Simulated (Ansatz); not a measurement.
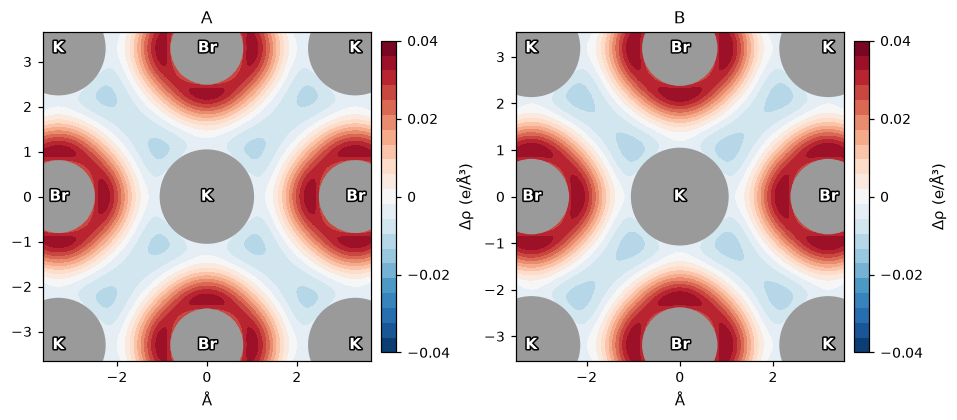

KBr: deformation density on the (100) plane of the conventional cell at two volumes, with the same fractional coordinates and one colour scale. Grey discs cover the cores. Panel B has 90 % of the volume of panel A.

Space group Fm-3m.

All numbers below come from DFT PBE, scalar-relativistic, plane waves, PAW (Ansatz 0.2.0).

**How do bonds, bonding charge and pressure respond to this change of volume?**

From A to B, Br–K goes from 3.30 to 3.19 Å, and Δρ at its midpoint from +0.008 to +0.010 e/Å³.
The pressure is 0.7 GPa in A and 3.0 GPa in B.
Bader charges in A: K +0.83 and Br −0.83 e; in B: K +0.81 and Br −0.81 e.
The rearranged charge is 0.17 e an atom in A and 0.17 e in B.
